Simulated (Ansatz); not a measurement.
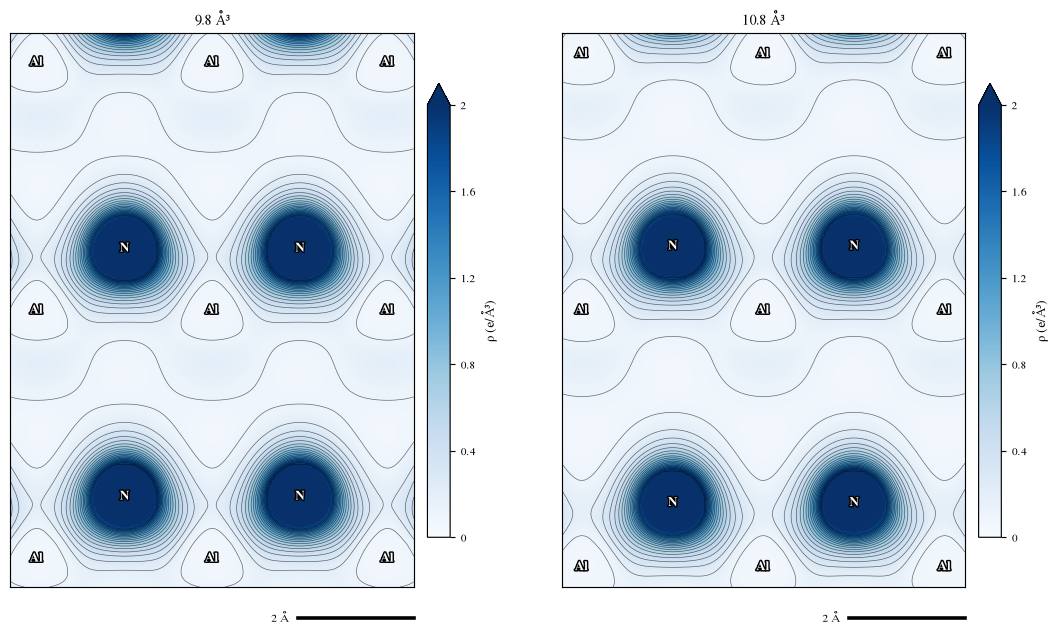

AlN. The valence pseudo-density of cells scaled evenly to different volumes (given per atom above each panel), on the (101̄) plane of each (indices in the axes of the cell below), at one length scale and on one colour scale.

A structure from a database of computed crystals, not necessarily the ambient phase.

Level of theory: Ansatz 0.2.0, Kohn-Sham DFT of a periodic cell, PBEsol, Ansatz PAW.

The density is the valence pseudo-density of a PAW calculation; it isn't the true density close to the nuclei.

The largest cell:

```
Al N
1.0
     0.00000    2.21273    2.21273
     2.21273    0.00000    2.21273
     2.21273    2.21273    0.00000
Al N
1 1
Direct
  0.00000 0.00000 0.00000
  0.25000 0.25000 0.25000
```

| volume (Å³/atom) | Al–N contact in the plane (Å) | ρ at its midpoint (e/Å³) | pressure (GPa) | gap on the mesh (eV) | 
| --- | --- | --- | --- | --- |
| 9.79 | 1.853 | 0.724 | 15.7 | 3.22 | 
| 10.42 | 1.891 | ? | ? | ? | 
| 10.83 | 1.916 | 0.655 | −6.1 | 3.18 | 

> Estimate the missing row, and compare with the calculation.

Over the known rows ln ρ falls by 1.59 per Å of Al–N distance (the line through the two), which gives 0.682 e/Å³ at 1.891 Å; the calculation gives 0.681 e/Å³. For the pressure, a straight line in volume between the neighbouring rows gives 2.5 GPa; the calculation gives 1.3, lower because pressure rises ever faster on compression. For the gap on the mesh, a straight line in volume between the neighbouring rows gives 3.20 eV; the calculation gives 3.20.
